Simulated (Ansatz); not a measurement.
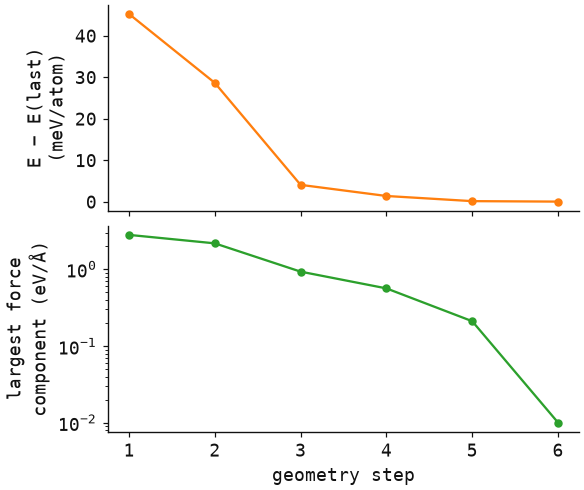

History of a geometry optimisation. Only the atoms move.

System: C$_{10}$N (slab, 11 atoms in the cell).
Method: Ansatz, DFT PBE+D3(BJ), scalar-relativistic, plane waves, PAW; cutoff 420 eV, 12×12×1 k-mesh, Gaussian smearing of 0.1 eV.

Q: How did it end, and what did it gain?

A: The optimisation met its thresholds at geometry 6, counting the start as the first. The energy fell by about 45 meV/atom from the first step to the last. The largest force component goes from about 2.8 eV/Å at the start to 0.01 eV/Å at the end.
